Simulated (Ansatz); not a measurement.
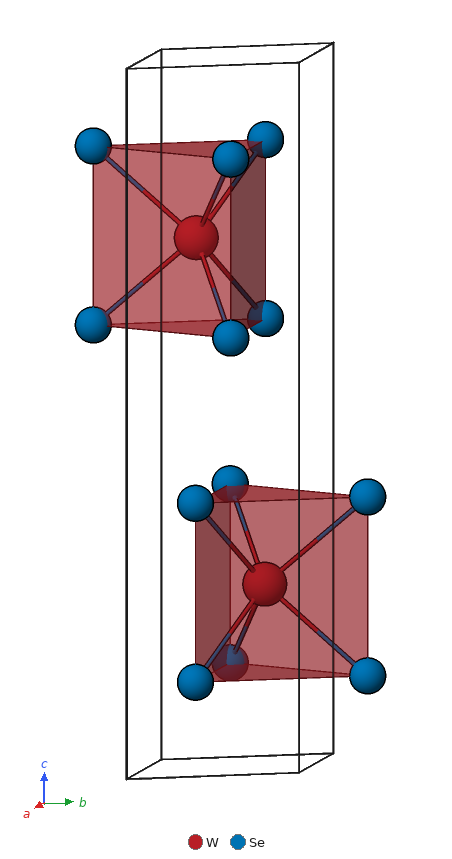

View slightly off an axis, drawn as a polyhedral model. The frame is the unit cell; atoms at its boundary are shown with their periodic copies. A few atoms beyond the faces are included.

WSe2, a = 3.300 Å, b = 3.340 Å, c = 13.149 Å, α = 90.00°, β = 90.00°, γ = 119.60°. Strictly the space group is Cmcm (No. 63, within 0.01 Å). It is a distorted form of a primitive hexagonal structure, space group P6_3/mmc (No. 194) within 0.25 Å: 2H molybdenite (MoS₂) type. It derives from a structure listed in the Materials Project. The cell was then strained or its atoms displaced on purpose. It was run through Ansatz as a DFT input.

This one geometry was computed with Ansatz (DFT, plane waves, PAW) at three levels of theory: r2SCAN, HSE06 and PBE.

Which level gives the highest pressure at this volume, and what does that say about its equilibrium volume?

Highest: PBE (2.0 GPa), which points to the largest equilibrium volume. Lowest, with the smallest volume: HSE06 (-2.2 GPa). Levels within 0.5 GPa of each other can't be told apart.

How does the band gap change with the level of theory?

PBE: a gap of 1.01 eV, indirect; r2SCAN: a gap of 1.13 eV, indirect; HSE06: a gap of 1.49 eV, indirect.

Collect the results in a table.

| level | cutoff (eV) | k-mesh of the run's cell | gap (eV) | pressure (GPa) |
| --- | --- | --- | --- | --- |
| r2SCAN | 500 | 12×12×2 | 1.13 | 0.0 |
| HSE06 | 420 | 6×6×2 | 1.49 | -2.2 |
| PBE | 420 | 12×12×2 | 1.01 | 2.0 |

Gaps are taken on the k-mesh or band path of each run.
